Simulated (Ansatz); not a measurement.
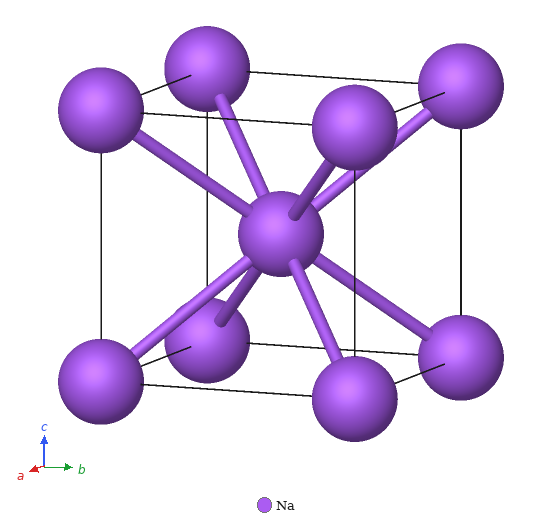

Crystal structure, ball-and-stick style, seen slightly off an axis. Thin lines show the conventional unit cell, with boundary atoms drawn in all their periodic places.

The lattice constants are a = 4.17 Å, b = 4.17 Å, c = 4.17 Å, α = 90.00°, β = 90.00°, γ = 90.00°.

Bond cut-offs: Na–Na up to 4.05 Å (cut-off distances).

> How many atoms make up the cell?

2 (sodium), counting shared atoms by their share.

> Which prototype does it follow?

Body-centred cubic (W type).

> Is the bonded network molecular, chain-like, layered or three-dimensional?

The bonds build a three-dimensional framework.

Provenance: the standard structure of this element. The cell was then strained or its atoms displaced on purpose. It was the input of a calculation with Ansatz.
